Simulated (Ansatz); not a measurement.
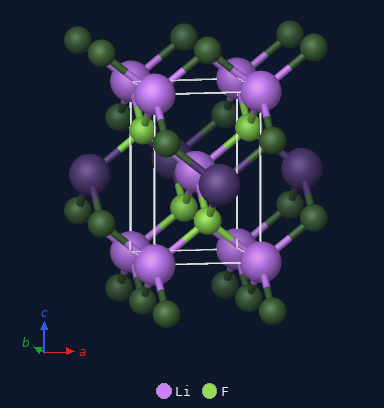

Crystal structure, ball-and-stick style, seen slightly off an axis. One conventional unit cell is outlined, and atoms on its boundary appear in each equivalent place. Atoms of adjacent cells appear where they bond to atoms in the box, in fainter colours.

LiF, space group I-4m2 (No. 119), a = 2.885 Å, b = 2.885 Å, c = 4.562 Å, α = 90.00°, β = 90.00°, γ = 90.00°. Its origin is a structure type filled with these elements by a generator (whether the compound takes this form wasn't checked). The cell was then strained or its atoms displaced on purpose. Ansatz was used for an electronic-structure calculation on it.

This one geometry was computed with Ansatz (DFT, plane waves, PAW) at three levels of theory: HSE06, PBE and r2SCAN. It was relaxed with r2SCAN and then strained.

Which level gives the highest pressure at this volume, and what does that say about its equilibrium volume?

Answer. Highest: PBE (5.3 GPa), which points to the largest equilibrium volume. Lowest, with the smallest volume: r2SCAN (2.2 GPa). Levels within 0.5 GPa of each other can't be told apart.

How does the band gap change with the level of theory?

Answer. PBE: a gap of 8.04 eV, direct; r2SCAN: a gap of 8.79 eV, direct; HSE06: a gap of 10.24 eV, direct.

Collect the results in a table.

Answer.
| level | cutoff (eV) | k-mesh of the run's cell | gap (eV) | pressure (GPa) |
| --- | --- | --- | --- | --- |
| HSE06 | 420 | 8×8×8 | 10.24 | 3.0 |
| PBE | 420 | 10×10×10 | 8.04 | 5.3 |
| r2SCAN | 500 | 10×10×10 | 8.79 | 2.2 |

Gaps are taken on the k-mesh or band path of each run.
